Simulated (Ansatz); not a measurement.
## HCl: 5 runs along one coordinate

System: HCl (2 atoms in the cell).
Method: DFT PBEsol, scalar-relativistic, plane waves, PAW, no spin polarisation (Ansatz 0.2.0).

The 5 runs differ only in the geometry, by a strain of the cell at fixed fractional positions. Against run 3, the strain is εzz = η. The structure derives from an entry of the Crystallography Open Database.

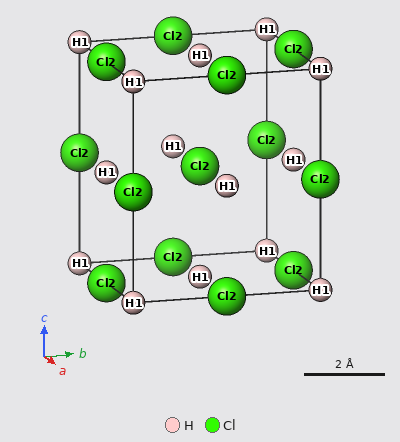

Figure 1. The structure of run 3 (ball-and-stick view of the cell 4 times as large as that of the calculation, set on its symmetry axes, seen slightly off an axis; atoms are numbered from 1 in the order of the input).

### Input of run 3
```yaml
crystal:
  lattice:
    - [0.0, 2.461, 2.855]
    - [2.3138, 0.0, 2.855]
    - [2.3138, 2.461, 0.0]
  atoms:
    - { symbol: H, position: [0.0, 0.0, 0.0] }
    - { symbol: Cl, position: [0.5, 0.5, 0.5] }
basis:
  ecutwfc: 420
kpoints:
  mp_grid: { grid: [16, 16, 16] }
hamiltonian:
  xc: pbesol
scf:
  occupations: { method: gaussian, width: 0.15 }
output:
  forces: true
  stress: true
  eigenvalues: true
```

Command:
```bash
ansatz run input.yaml --threads 1 --pin off --max-ram 1228MiB --backend cpu --events-out ev --progress --plain --runs-dir out
```

Run 4 differs from it as follows:
```diff
-    - [0.0, 2.461, 2.855]
-    - [2.3138, 0.0, 2.855]
+    - [0.0, 2.461, 2.9692]
+    - [2.3138, 0.0, 2.9692]
```

### Results, with one run withheld

| run | strain parameter η (%) | free energy per atom, from the lowest run given (meV) | pressure (GPa) |
| --- | --- | --- | --- |
| 1 | −8.0000 | 0.00 | −10.41 |
| 2 | −4.0000 | 17.54 | −10.69 |
| 3 | 0.0000 | 31.67 | −10.76 |
| 4 | 4.0000 | ? | ? |
| 5 | 8.0000 | 52.74 | −10.54 |

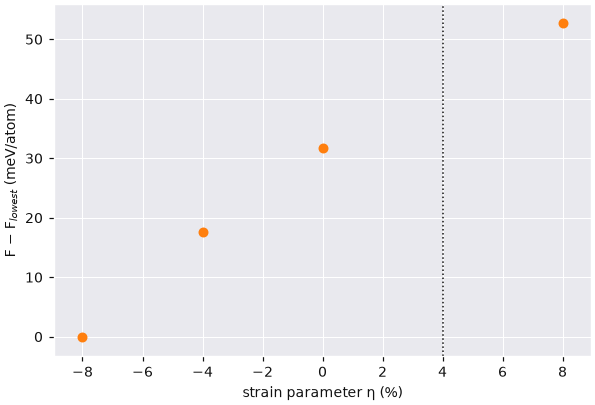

Figure 2. Free energy per atom of the runs given; the dotted line marks run 4.

What should run 4 give?

A quadratic polynomial in the coordinate, fitted to the 4 runs given, misses them by at most 0.22 meV per atom. With x = η + 1.0000, it reads F = 28.462 + 3.4593 x − 0.084972 x² (meV per atom). At run 4 it gives 43.63 meV per atom, and the run itself gives 43.21. The fit has no minimum inside this range.

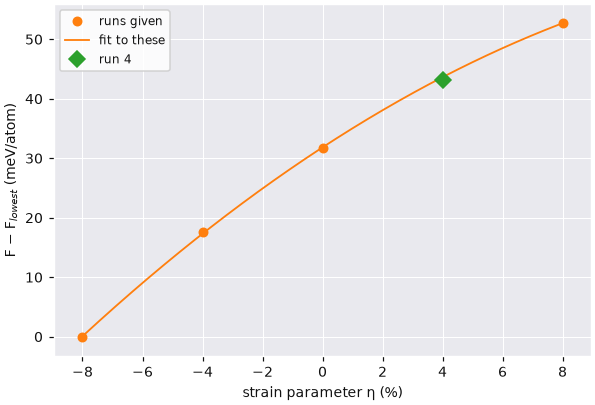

Figure 3. The fit and the withheld run.

### Output, shortened to warnings, some set-up lines, iterations and results (run 4)
```
Basis set: ecut = 420 eV, 675 PW (Γ), exchange–correlation on 54×54×48 points (8 copies of the dense FFT grid, shifted against one another)
Symmetry: 8 space group operations
k-points: 621 of 4096
Initial density: superposition of atomic densities (neutral atoms: chi_scale 0, normalization atom), corrected by the library's trained network
[...]
SCF iter   1: F=—  HF=-1074.929225 eV  |F-HF|=—  |Δ(HF+E_count)|=         —  Δρ=7.70e-3  dr2=2.16e-2  ethr=1.77e-3  ⟨swp⟩=6.4  Hψ=38625  notcnv=0
SCF iter   2: F=—  HF=-1074.927964 eV  |F-HF|=—  |Δ(HF+E_count)|=   1.26e-3  Δρ=4.54e-3  dr2=7.38e-3  ethr=2.70e-4  ⟨swp⟩=1.0  Hψ=9936  notcnv=0
SCF iter   3: F=—  HF=-1074.927075 eV  |F-HF|=—  |Δ(HF+E_count)|=   8.89e-4  Δρ=1.04e-3  dr2=5.25e-4  ethr=9.23e-5  ⟨swp⟩=1.0  Hψ=4968  notcnv=0
SCF iter   4: F=—  HF=-1074.927019 eV  |F-HF|=—  |Δ(HF+E_count)|=   5.59e-5  Δρ=3.86e-4  dr2=6.47e-5  ethr=6.56e-6  ⟨swp⟩=1.0  Hψ=4987  notcnv=0
SCF iter   5: F=—  HF=-1074.927038 eV  |F-HF|=—  |Δ(HF+E_count)|=   1.93e-5  Δρ=9.69e-5  dr2=4.25e-6  ethr=8.09e-7  ⟨swp⟩=2.1  Hψ=7497  notcnv=0
SCF iter   6: F=—  HF=-1074.927039 eV  |F-HF|=—  |Δ(HF+E_count)|=   1.45e-7  Δρ=3.52e-5  dr2=6.27e-7  ethr=5.31e-8  ⟨swp⟩=1.0  Hψ=4968  notcnv=0
SCF iter   7: F=—  HF=-1074.927038 eV  |F-HF|=—  |Δ(HF+E_count)|=   5.70e-8  Δρ=1.50e-5  dr2=1.15e-7  ethr=1.25e-9  ⟨swp⟩=5.0  Hψ=24409  notcnv=0
SCF iter   8: F=-1074.927038 eV  HF=-1074.927038 eV  |F-HF|=3.12e-9  |Δ(HF+E_count)|=   2.64e-8  Δρ=2.83e-6  dr2=4.37e-9  ethr=1.25e-9  ⟨swp⟩=4.0  Hψ=14095  notcnv=0
SCF 1 converged in 8 iterations: F = -1074.927038 eV  dr2 = 4.37e-9
SCF converged after 8 iterations
Free energy (F): -1074.927038 eV
Harris-Foulkes:  -1074.927038 eV  (|F-HF|=3.12e-9)
Internal energy: -1074.922614 eV  (E = F + TS)
E sigma→0 (E₀):  -1074.924826 eV
Entropy (-TS):   -0.004424 eV (-2.212 meV/atom)
Fermi energy:    0.092280 eV
--- Per-component energies (eV) ---
  E_band       = -35.725926
  E_kinetic    = 165.482041
  E_local      = -248.377379  (includes V_loc(G=0)·N_el)
  E_nonlocal   = 29.762636
  E_hartree    = 71.116417
  E_xc         = -110.848512
  E_vxc        = -127.691171  (∫ρ·V_xc dr)
  E_paw        = -641.601988  (= ΣΔE_a)
  E_vpaw       = 2.864728  (= ΣTr[D̂ρ^β])
  E_aug_tail   = -0.000460  (compensation charges beyond the density's cutoff)
  E_ewald      = -340.533800
  E_core_change = 0.078432  (= ΣΔE_core)
  E_smearing   = -0.004424  (= −TS)
  E_closure    = -0.000000  (closes the sum)
  Σ components = -1074.927038   (vs F -1074.927038, Δ=0.00e0)
--- Forces (eV/Å), atoms counted from 1 ---
  atom   1  H      0.00000000     0.00000000     0.00000000
  atom   2  Cl     0.00000000     0.00000000    -0.00000000
  max |Σ_I F_I| component: 1.58e-30 eV/Å
--- Stress (GPa, compression-positive) ---
      -18.629170       0.000000       0.000000
        0.000000     -10.888045       0.000000
        0.000000       0.000000      -2.576171
  P = ⅓ Tr σ = -10.6978 GPa (-106.978 kbar)
```
